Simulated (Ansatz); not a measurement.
Input

```
crystal:
  lattice:
    - [3.4944112829, 0.0, 0.0]
    - [0.0, 7.5846865401, 0.0]
    - [-1.7376119976, 0.0, 6.1217560945]
  atoms:
    - { symbol: Ge, position: [0.5, 0.0, 0.0] }
    - { symbol: Ge, position: [0.5, 0.5, 0.0] }
    - { symbol: Ge, position: [0.75652318, 0.25, 0.51283958] }
    - { symbol: Ge, position: [0.24347682, 0.75, 0.48716042] }
    - { symbol: Pt, position: [0.96552046, 0.25, 0.93076592] }
    - { symbol: Pt, position: [0.03447954, 0.75, 0.06923408] }
    - { symbol: Pt, position: [0.16044292, 0.05882058, 0.32010354] }
    - { symbol: Pt, position: [0.83955708, 0.94117942, 0.67989646] }
    - { symbol: Pt, position: [0.83955708, 0.55882058, 0.67989646] }
    - { symbol: Pt, position: [0.16044292, 0.44117942, 0.32010354] }
basis:
  ecutwfc: 500
kpoints:
  mp_grid: { grid: [10, 6, 6] }
hamiltonian:
  xc: r2scan
scf:
  occupations: { method: gaussian, width: 0.1 }
output:
  forces: true
  stress: true
  eigenvalues: true
  populations: true
  write_density: true
  write_potential: true
  elf: true
  volumetric_format: npy
```

Launched as:

```sh
ansatz run input.yaml --threads 2 --pin off --max-ram 5120MiB --backend cpu --events-out ev --progress --plain --runs-dir out
```

Below, planes, directions and counts refer to the standardised cell (a = 3.49 Å, b = 12.24 Å, c = 7.58 Å, α = 90.00°, β = 90.00°, γ = 89.91°).

Space group P2₁/m; a structure from a database of computed crystals, not necessarily the ambient phase.

All numbers below come from DFT r2SCAN, scalar-relativistic, plane waves, PAW (Ansatz).

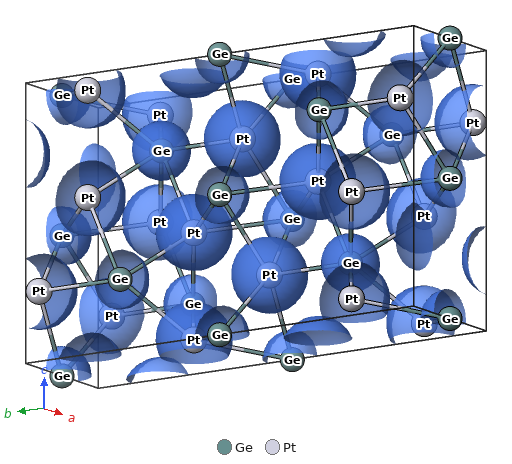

Ge2Pt3. Isosurface of the valence pseudo-density at 0.8 e/Å³ (blue), seen at an oblique angle. Sticks mark near contacts.

The density is the valence pseudo-density of a PAW calculation; it isn't the true density close to the nuclei.

How is the density connected at this value?

At this value the density breaks into separate islands; it holds about 75 % of the electrons treated as valence (semicore included). It bridges none of the near contacts. It is pinched off along the sampled Ge–Pt (2.56 Å), Ge–Pt (2.61 Å) and Ge–Pt (2.66 Å) contacts. On the grid the lowest density along these lines, outside the cores, is 0.45 e/Å³ (Ge–Pt, 2.56 Å), 0.4 e/Å³ (Ge–Pt, 2.61 Å) and 0.37 e/Å³ (Ge–Pt, 2.66 Å).
